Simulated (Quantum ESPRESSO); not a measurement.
# silicene, 1 layer, stepped through biaxial strain, part 2 of 6

Aim: how the results for silicene, 1 layer change with biaxial strain.

Quantum ESPRESSO 7.5; plane-wave DFT, PBE, GBRV ultrasoft pseudopotentials.

So far. Step 2 (Relaxing cell and ions of the reference):  The last row is no step: it is a fresh SCF in the final cell with a new plane-wave basis, +0 meV from the row before.

### 3. Relaxing the ions, -4 %

Contents of m0.relax.in:

```
&control
  prefix = 'm0.relax'
  outdir = './out'
  pseudo_dir = './pseudo'
  nstep = 40
  forc_conv_thr = 0.0003
  calculation = 'relax'
  tstress = .true.
/
&system
  ibrav = 0
  nat = 2
  ntyp = 1
  ecutwfc = 50
  ecutrho = 250
  occupations = 'smearing'
  smearing = 'fd'
  degauss = 0.002
/
&electrons
  conv_thr = 1e-09
  mixing_beta = 0.4
  electron_maxstep = 120
  mixing_mode = 'plain'
/
&ions
/
ATOMIC_SPECIES
  Si  28.0850  si_pbe_v1.uspp.F.UPF
CELL_PARAMETERS angstrom
  3.71305286976000 0.00000000000000 0.00000000000000
  -1.85652643488000 3.21559811136000 0.00000000000000
  0.00000000000000 0.00000000000000 15.45000000000000
ATOMIC_POSITIONS crystal
  Si  0.666666666700 0.333333333300 0.485443135900
  Si  0.333333333300 0.666666666700 0.514556864100
K_POINTS automatic
  12 12 1 0 0 0
```

On the command line:

```console
OMP_NUM_THREADS=1 mpirun -n 4 pw.x -nk 4 -in m0.relax.in > m0.relax.out
```

The program printed:

```text
[banner, memory and clock lines left out]
Program PWSCF v.7.5 starts
[citation notice left out]

[...]
Message from routine setup:
[...]
bravais-lattice index     =            0
     lattice parameter (alat)  =       7.0167  a.u.
     unit-cell volume          =    1244.8527 (a.u.)^3
     number of atoms/cell      =            2
     number of atomic types    =            1
     number of electrons       =         8.00
     number of Kohn-Sham states=            8
     kinetic-energy cutoff     =      50.0000  Ry
     charge density cutoff     =     250.0000  Ry
     scf convergence threshold =      1.0E-09
     mixing beta               =       0.4000
     number of iterations used =            8  plain     mixing
     energy convergence thresh.=      1.0E-04
     force convergence thresh. =      3.0E-04
     Exchange-correlation= SLA  PW   PBE  PBE
                           (   1   4   3   4   0   0   0)
     nstep                     =           40

[...]
PseudoPot. # 1 for Si read from file:
     ./pseudo/si_pbe_v1.uspp.F.UPF
     Pseudo is Ultrasoft + core correction, Zval =  4.0
     Generated by new atomic code, or converted to UPF format
     Using radial grid of  899 points,  6 beta functions with:
                l(1) =   0
                l(2) =   0
                l(3) =   1
                l(4) =   1
                l(5) =   2
                l(6) =   2
     Q(r) pseudized with  8 coefficients,  rinner =    0.900   0.900   0.900
                                                       0.900   0.900

     atomic species   valence    mass     pseudopotential
     Si                4.00    28.08500     Si( 1.00)

     12 Sym. Ops., with inversion, found

[...]
number of k points=    19  Fermi-Dirac smearing, width (Ry)=  0.0020
[...]
Dense  grid:    83193 G-vectors     FFT dimensions: (  36,  36, 150)

     Smooth grid:    59459 G-vectors     FFT dimensions: (  32,  32, 135)

     Initial potential from superposition of free atoms

     starting charge       7.9987, renormalised to       8.0000

     negative rho (up, down):  9.839E-05 0.000E+00
     Starting wfcs are    8 randomized atomic wfcs

     per-process dynamical memory:    52.0 Mb

     Self-consistent Calculation

     iteration #  1     ecut=    50.00 Ry     beta= 0.40
     Davidson diagonalization with overlap
     ethr =  1.00E-02,  avg # of iterations =  4.6

     negative rho (up, down):  8.713E-05 0.000E+00

     total energy              =     -19.08939716 Ry
     estimated scf accuracy    <       0.08544726 Ry

     iteration #  2     ecut=    50.00 Ry     beta= 0.40
[...]
negative rho (up, down):  1.045E-04 0.000E+00

[...]
total energy              =     -19.08470557 Ry
     estimated scf accuracy    <       0.02020883 Ry

     iteration #  3     ecut=    50.00 Ry     beta= 0.40
[...]
negative rho (up, down):  1.103E-04 0.000E+00

[...]
total energy              =     -19.08786917 Ry
     estimated scf accuracy    <       0.00094077 Ry

     iteration #  4     ecut=    50.00 Ry     beta= 0.40
[...]
negative rho (up, down):  1.179E-04 0.000E+00

[...]
total energy              =     -19.08788315 Ry
     estimated scf accuracy    <       0.00105163 Ry

     iteration #  5     ecut=    50.00 Ry     beta= 0.40
[...]
negative rho (up, down):  1.212E-04 0.000E+00

[...]
total energy              =     -19.08804924 Ry
     estimated scf accuracy    <       0.00000035 Ry

     iteration #  6     ecut=    50.00 Ry     beta= 0.40
[...]
negative rho (up, down):  1.232E-04 0.000E+00

[...]
total energy              =     -19.08805553 Ry
     estimated scf accuracy    <       0.00000074 Ry

     iteration #  7     ecut=    50.00 Ry     beta= 0.40
[...]
negative rho (up, down):  1.244E-04 0.000E+00

[...]
total energy              =     -19.08805575 Ry
     estimated scf accuracy    <       0.00000008 Ry

     iteration #  8     ecut=    50.00 Ry     beta= 0.40
[...]
negative rho (up, down):  1.254E-04 0.000E+00

[...]
total energy              =     -19.08805576 Ry
     estimated scf accuracy    <       0.00000001 Ry

     iteration #  9     ecut=    50.00 Ry     beta= 0.40
[...]
negative rho (up, down):  1.268E-04 0.000E+00

[...]
End of self-consistent calculation

          k = 0.0000 0.0000 0.0000 (  7415 PWs)   bands (ev):

   -13.7576  -5.6494  -3.2810  -3.2810   0.2714   0.8676   1.0159   1.0159

          k = 0.0000 0.0962 0.0000 (  7399 PWs)   bands (ev):

   -13.6685  -5.5713  -3.8873  -3.4477   0.3414   0.7784   1.3522   1.5359

[...]
the Fermi energy is    -2.1711 ev

!    total energy              =     -19.08805577 Ry
     estimated scf accuracy    <          1.9E-10 Ry
     smearing contrib. (-TS)   =      -0.00007702 Ry
     internal energy E=F+TS    =     -19.08797876 Ry

     The total energy is F=E-TS. E is the sum of the following terms:
     one-electron contribution =     -61.35590632 Ry
     hartree contribution      =      31.84480059 Ry
     xc contribution           =      -8.58022675 Ry
     ewald contribution        =      19.00335372 Ry

     convergence has been achieved in   9 iterations

     negative rho (up, down):  1.268E-04 0.000E+00

     Forces acting on atoms (cartesian axes, Ry/au):

     atom    1 type  1   force =     0.00000000    0.00000000   -0.01569676
     atom    2 type  1   force =     0.00000000    0.00000000    0.01569676

     Total force =     0.022199     Total SCF correction =     0.000004

     Computing stress (Cartesian axis) and pressure

     negative rho (up, down):  1.268E-04 0.000E+00
          total   stress  (Ry/bohr**3)                   (kbar)     P=       23.21
   0.00023139  -0.00000000   0.00000000           34.04       -0.00        0.00
   0.00000000   0.00023139   0.00000000            0.00       34.04        0.00
   0.00000000   0.00000000   0.00001061            0.00        0.00        1.56

     BFGS Geometry Optimization
     Energy error            =      4.9E-04 Ry
     Gradient error          =      1.6E-02 Ry/Bohr

     number of scf cycles    =   1
     number of bfgs steps    =   0

     energy             new  =     -19.0880557727 Ry

     new trust radius        =       0.0156967640 bohr
     new conv_thr            =       0.0000000010 Ry

ATOMIC_POSITIONS (crystal)
Si               0.6666666667        0.3333333333        0.4849055068
Si               0.3333333333        0.6666666667        0.5150944932

[...]
NEW-OLD atomic charge density approx. for the potential

     negative rho (up, down):  1.186E-04 0.000E+00

     per-process dynamical memory:    56.2 Mb

[...]
!    total energy              =     -19.08853382 Ry
[...]
Total force =     0.020832     Total SCF correction =     0.000004
[...]
number of bfgs steps    =   1
[...]
energy             new  =     -19.0885338188 Ry
[...]
WARNING: bfgs curvature condition failed, Theta= 0.852
     new trust radius        =       0.0172664404 bohr
[...]
!    total energy              =     -19.08902187 Ry
[...]
Total force =     0.019098     Total SCF correction =     0.000003
[...]
number of bfgs steps    =   2
[...]
energy             new  =     -19.0890218671 Ry
[...]
new trust radius        =       0.0258996606 bohr
[...]
!    total energy              =     -19.08966675 Ry
[...]
Total force =     0.016024     Total SCF correction =     0.000001
[...]
number of bfgs steps    =   3
[...]
energy             new  =     -19.0896667548 Ry
[...]
new trust radius        =       0.0388494909 bohr
[...]
!    total energy              =     -19.09039730 Ry
[...]
Total force =     0.010356     Total SCF correction =     0.000001
[...]
number of bfgs steps    =   4
[...]
energy             new  =     -19.0903973004 Ry
[...]
new trust radius        =       0.0582742363 bohr
[...]
!    total energy              =     -19.09082161 Ry
[...]
Total force =     0.000529     Total SCF correction =     0.000000
[...]
number of bfgs steps    =   5
[...]
energy             new  =     -19.0908216146 Ry
[...]
new trust radius        =       0.0028342645 bohr
[...]
Self-consistent Calculation

     iteration #  1     ecut=    50.00 Ry     beta= 0.40
     Davidson diagonalization with overlap
     ethr =  1.00E-06,  avg # of iterations =  2.0

     Threshold (ethr) on eigenvalues was too large:
     Diagonalizing with lowered threshold

     Davidson diagonalization with overlap
     ethr =  2.86E-09,  avg # of iterations =  4.1

     negative rho (up, down):  1.270E-04 0.000E+00

     total energy              =     -19.09082255 Ry
     estimated scf accuracy    <       0.00000017 Ry

[...]
iteration #  5     ecut=    50.00 Ry     beta= 0.40
[...]
negative rho (up, down):  1.257E-04 0.000E+00

[...]
End of self-consistent calculation

          k = 0.0000 0.0000 0.0000 (  7415 PWs)   bands (ev):

   -13.4551  -5.6809  -2.8507  -2.8507  -0.0835   1.0549   1.3213   1.3213

          k = 0.0000 0.0962 0.0000 (  7399 PWs)   bands (ev):

   -13.3660  -5.6079  -3.4791  -3.0233  -0.0217   1.0476   1.6576   1.7725

[...]
the Fermi energy is    -2.2013 ev

!    total energy              =     -19.09082254 Ry
     estimated scf accuracy    <          4.3E-12 Ry
     smearing contrib. (-TS)   =      -0.00007702 Ry
     internal energy E=F+TS    =     -19.09074553 Ry

     The total energy is F=E-TS. E is the sum of the following terms:
     one-electron contribution =     -60.50181693 Ry
     hartree contribution      =      31.46423186 Ry
     xc contribution           =      -8.53771294 Ry
     ewald contribution        =      18.48455249 Ry

     convergence has been achieved in   5 iterations

     negative rho (up, down):  1.257E-04 0.000E+00

     Forces acting on atoms (cartesian axes, Ry/au):

     atom    1 type  1   force =     0.00000000    0.00000000   -0.00004602
     atom    2 type  1   force =    -0.00000000   -0.00000000    0.00004602

     Total force =     0.000065     Total SCF correction =     0.000000

     Computing stress (Cartesian axis) and pressure

     negative rho (up, down):  1.257E-04 0.000E+00
          total   stress  (Ry/bohr**3)                   (kbar)     P=       16.21
   0.00016535   0.00000000   0.00000000           24.32        0.00        0.00
   0.00000000   0.00016535   0.00000000            0.00       24.32        0.00
   0.00000000   0.00000000  -0.00000006            0.00        0.00       -0.01

     Energy error            =      9.3E-07 Ry
     Gradient error          =      4.6E-05 Ry/Bohr

     bfgs converged in   7 scf cycles and   6 bfgs steps
     (criteria: energy <  1.0E-04 Ry, force <  3.0E-04 Ry/Bohr)

     End of BFGS Geometry Optimization

     Final energy             =     -19.0908225429 Ry

     File ./out/m0.relax.bfgs deleted, as requested
Begin final coordinates

ATOMIC_POSITIONS (crystal)
Si               0.6666666667        0.3333333333        0.4801975228
Si               0.3333333333        0.6666666667        0.5198024772
End final coordinates

[...]
```

Wall time 35 s (4 MPI ranks of Intel Xeon Platinum 8488C (Sapphire Rapids), shared host); peak memory 0.57 GiB.

Relaxation path:

```tsv
step	energy less that of the first step (eV)	largest force (eV/Å)
1	0.0000	0.4036
2	-0.0065	0.3787
3	-0.0131	0.3472
4	-0.0219	0.2913
5	-0.0319	0.1883
6	-0.0376	0.0096
7	-0.0376	0.0012
```

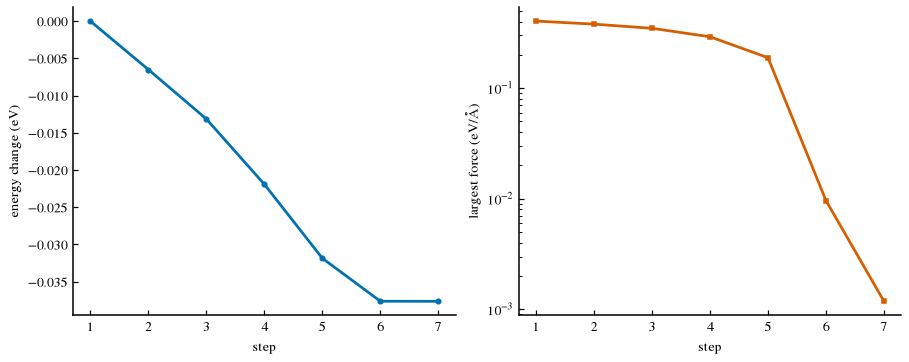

Energy and largest force along the relaxation.

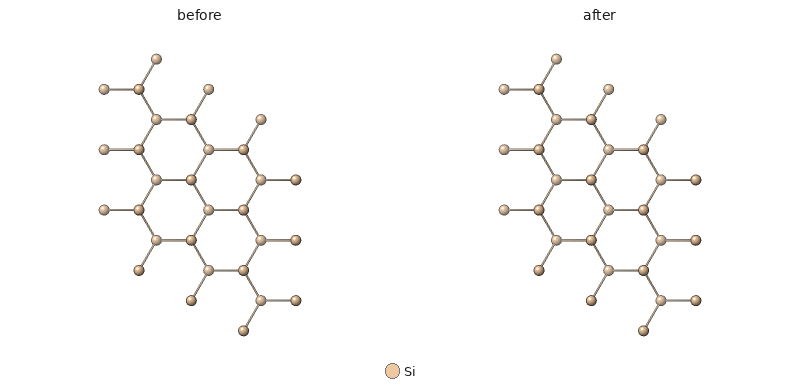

The structure before and after the relaxation, drawn at the same scale.

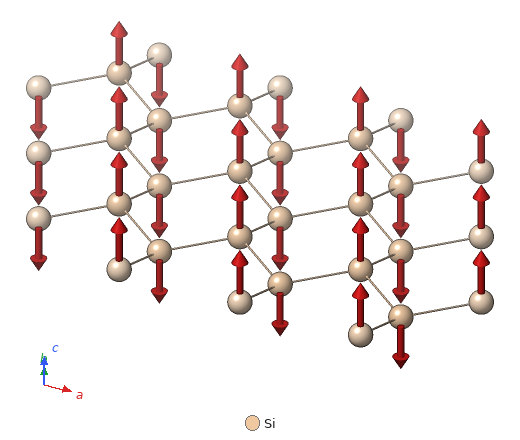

Displacements in the relaxation, exaggerated; the longest in the cell stands for 0.08 Å. 3×3×1 cells are drawn. Some periodic images of atoms are drawn too.

The atoms that moved most (Å):

```tsv
atom	dx	dy	dz	length
Si1	0.000	0.000	-0.081	0.081
Si2	0.000	0.000	0.081	0.081
```

The relaxed structure:

```xyz
2
Lattice="3.7131 0.0000 0.0000 -1.8565 3.2156 0.0000 0.0000 0.0000 15.4500" Properties=species:S:1:pos:R:3
Si    1.8565    1.0719    7.4191
Si    0.0000    2.1437    8.0309
```

The relaxation lowers the energy by 19 meV an atom.

Read from the output:

```
free energy             : -259.7439 eV
energy at zero smearing : -259.7433 eV
Fermi energy            : -2.201 eV
```

### 4. SCF with pw.x, -4 %

The self-consistent run of this member.

Contents of m0.scf.in:

```
&control
  prefix = 'm0.scf'
  outdir = './out'
  pseudo_dir = './pseudo'
  calculation = 'scf'
  tprnfor = .true.
/
&system
  ibrav = 0
  nat = 2
  ntyp = 1
  ecutwfc = 40
  ecutrho = 200
  occupations = 'smearing'
  smearing = 'fd'
  degauss = 0.002
  nbnd = 8
/
&electrons
  conv_thr = 1e-09
  mixing_beta = 0.4
  electron_maxstep = 120
  mixing_mode = 'plain'
/
ATOMIC_SPECIES
  Si  28.0850  si_pbe_v1.uspp.F.UPF
CELL_PARAMETERS angstrom
  3.71305286976000 0.00000000000000 0.00000000000000
  -1.85652643488000 3.21559811136000 0.00000000000000
  0.00000000000000 0.00000000000000 15.45000000000000
ATOMIC_POSITIONS crystal
  Si  0.666666666700 0.333333333300 0.480197522800
  Si  0.333333333300 0.666666666700 0.519802477200
K_POINTS automatic
  12 12 1 0 0 0
```

On the command line:

```console
OMP_NUM_THREADS=1 mpirun -n 4 pw.x -nk 4 -in m0.scf.in > m0.scf.out
```

The program printed:

```text
[banner, memory and clock lines left out]
Program PWSCF v.7.5 starts
[citation notice left out]

[...]
Message from routine setup:
[...]
bravais-lattice index     =            0
     lattice parameter (alat)  =       7.0167  a.u.
     unit-cell volume          =    1244.8527 (a.u.)^3
     number of atoms/cell      =            2
     number of atomic types    =            1
     number of electrons       =         8.00
     number of Kohn-Sham states=            8
     kinetic-energy cutoff     =      40.0000  Ry
     charge density cutoff     =     200.0000  Ry
     scf convergence threshold =      1.0E-09
     mixing beta               =       0.4000
     number of iterations used =            8  plain     mixing
     Exchange-correlation= SLA  PW   PBE  PBE
                           (   1   4   3   4   0   0   0)

[...]
PseudoPot. # 1 for Si read from file:
     ./pseudo/si_pbe_v1.uspp.F.UPF
     Pseudo is Ultrasoft + core correction, Zval =  4.0
     Generated by new atomic code, or converted to UPF format
     Using radial grid of  899 points,  6 beta functions with:
                l(1) =   0
                l(2) =   0
                l(3) =   1
                l(4) =   1
                l(5) =   2
                l(6) =   2
     Q(r) pseudized with  8 coefficients,  rinner =    0.900   0.900   0.900
                                                       0.900   0.900

     atomic species   valence    mass     pseudopotential
     Si                4.00    28.08500     Si( 1.00)

     12 Sym. Ops., with inversion, found

[...]
number of k points=    19  Fermi-Dirac smearing, width (Ry)=  0.0020
[...]
Dense  grid:    59459 G-vectors     FFT dimensions: (  32,  32, 135)

     Smooth grid:    42471 G-vectors     FFT dimensions: (  30,  30, 120)

     Initial potential from superposition of free atoms

     starting charge       7.9987, renormalised to       8.0000

     negative rho (up, down):  4.754E-04 0.000E+00
     Starting wfcs are    8 randomized atomic wfcs

     per-process dynamical memory:    39.1 Mb

     Self-consistent Calculation

     iteration #  1     ecut=    40.00 Ry     beta= 0.40
     Davidson diagonalization with overlap
     ethr =  1.00E-02,  avg # of iterations =  4.4

     negative rho (up, down):  5.372E-04 0.000E+00

     total energy              =     -19.09172719 Ry
     estimated scf accuracy    <       0.08660333 Ry

     iteration #  2     ecut=    40.00 Ry     beta= 0.40
[...]
negative rho (up, down):  6.279E-04 0.000E+00

[...]
total energy              =     -19.08729280 Ry
     estimated scf accuracy    <       0.01951672 Ry

     iteration #  3     ecut=    40.00 Ry     beta= 0.40
[...]
negative rho (up, down):  6.370E-04 0.000E+00

[...]
total energy              =     -19.09064777 Ry
     estimated scf accuracy    <       0.00105042 Ry

     iteration #  4     ecut=    40.00 Ry     beta= 0.40
[...]
c_bands:  1 eigenvalues not converged
[...]
negative rho (up, down):  6.626E-04 0.000E+00

[...]
total energy              =     -19.09056650 Ry
     estimated scf accuracy    <       0.00143860 Ry

     iteration #  5     ecut=    40.00 Ry     beta= 0.40
[...]
c_bands:  1 eigenvalues not converged
[...]
negative rho (up, down):  6.646E-04 0.000E+00

[...]
total energy              =     -19.09080417 Ry
     estimated scf accuracy    <       0.00000033 Ry

     iteration #  6     ecut=    40.00 Ry     beta= 0.40
[...]
negative rho (up, down):  6.648E-04 0.000E+00

[...]
total energy              =     -19.09081208 Ry
     estimated scf accuracy    <       0.00000145 Ry

     iteration #  7     ecut=    40.00 Ry     beta= 0.40
[...]
negative rho (up, down):  6.644E-04 0.000E+00

[...]
total energy              =     -19.09081237 Ry
     estimated scf accuracy    <       0.00000003 Ry

     iteration #  8     ecut=    40.00 Ry     beta= 0.40
[...]
negative rho (up, down):  6.654E-04 0.000E+00

[...]
total energy              =     -19.09081235 Ry
     estimated scf accuracy    <       0.00000006 Ry

     iteration #  9     ecut=    40.00 Ry     beta= 0.40
[...]
negative rho (up, down):  6.662E-04 0.000E+00

[...]
End of self-consistent calculation

          k = 0.0000 0.0000 0.0000 (  5285 PWs)   bands (ev):

   -13.4551  -5.6810  -2.8508  -2.8508  -0.0879   1.0548   1.3212   1.3212

          k = 0.0000 0.0962 0.0000 (  5279 PWs)   bands (ev):

   -13.3660  -5.6080  -3.4791  -3.0233  -0.0259   1.0475   1.6575   1.7717

[...]
the Fermi energy is    -2.2013 ev

!    total energy              =     -19.09081235 Ry
     estimated scf accuracy    <          4.6E-10 Ry
     smearing contrib. (-TS)   =      -0.00007702 Ry
     internal energy E=F+TS    =     -19.09073533 Ry

     The total energy is F=E-TS. E is the sum of the following terms:
     one-electron contribution =     -60.50161843 Ry
     hartree contribution      =      31.46404421 Ry
     xc contribution           =      -8.53771356 Ry
     ewald contribution        =      18.48455245 Ry

     convergence has been achieved in   9 iterations

     negative rho (up, down):  6.662E-04 0.000E+00

     Forces acting on atoms (cartesian axes, Ry/au):

     atom    1 type  1   force =     0.00000000    0.00000000   -0.00004993
     atom    2 type  1   force =     0.00000000    0.00000000    0.00004993

     Total force =     0.000071     Total SCF correction =     0.000011
     SCF correction compared to forces is large: reduce conv_thr to get better values

[...]
```

Elapsed: 6.8 s, on 4 MPI ranks; peak memory 0.49 GiB; 26 s of CPU time.

Read from the output:

```
free energy                          : -259.7437 eV
energy at zero smearing              : -259.7432 eV
valence top, on the run's zero       : -2.201 eV
conduction bottom, on the run's zero : -2.201 eV
gap by band count                    : 2.09e-9 eV
```

By band count these two levels touch or overlap: there is no gap, and they are no band edges.

(Part 2 of 6 ends here.)

[Logs are printed without paths, hosts, clocks, repeated set-up lines and the standing remarks that a program may print on its own settings, such as how far it seeks lower states.]

[Hosts, paths, dates, database ids (printed as entryN), source tags and the programs' standing remarks are cut or masked in the printed files.]

[Maps of the electrostatic potential energy from Ansatz leave out the sawtooth potential of an applied field or a dipole correction, so their vacuum need not be flat; planar profiles and work functions include it.]
